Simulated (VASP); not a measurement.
The compound is GaAs (space group F-43m, No. 216), taken as the end point of a relaxation with VASP Kohn-Sham DFT of a periodic cell, PBEsol0, VASP PAW PBE potentials, recommended in VASP 6.6.1.

```cif
data_structure
_symmetry_space_group_name_H-M 'P 1'
_symmetry_Int_Tables_number 1
_cell_length_a 5.6234
_cell_length_b 5.6234
_cell_length_c 5.6234
_cell_angle_alpha 90.000
_cell_angle_beta 90.000
_cell_angle_gamma 90.000
_cell_volume 177.82
loop_
_atom_site_label
_atom_site_type_symbol
_atom_site_fract_x
_atom_site_fract_y
_atom_site_fract_z
_atom_site_occupancy
As1 As 0.25000 0.25000 0.25000 1
Ga1 Ga 0.00000 0.00000 0.00000 1
As2 As 0.25000 0.75000 0.75000 1
Ga2 Ga 0.00000 0.50000 0.50000 1
As3 As 0.75000 0.25000 0.75000 1
Ga3 Ga 0.50000 0.00000 0.50000 1
As4 As 0.75000 0.75000 0.25000 1
Ga4 Ga 0.50000 0.50000 0.00000 1
```

Bonds are taken as As–Ga below 2.7 Å. Atoms with one bond or none are removed and atoms with two bonds are replaced by edges, until no such atom is left.

Derive the underlying net.

The result is a uninodal 4-connected, three-periodic net: As and Ga are 4-connected nodes. It is the dia net, known from diamond, zinc blende and cristobalite. It is a single net, without interpenetration.

| node | links | point symbol | coordination sequence |
| --- | --- | --- | --- |
| As and Ga | 4 | 6⁶ | 4 12 24 42 64 |

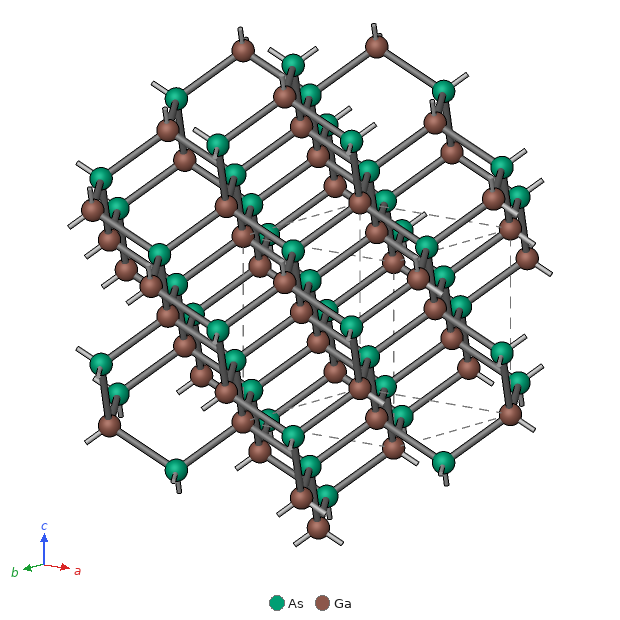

Nodes are coloured by element. Short stubs are edges that leave the cut-out.
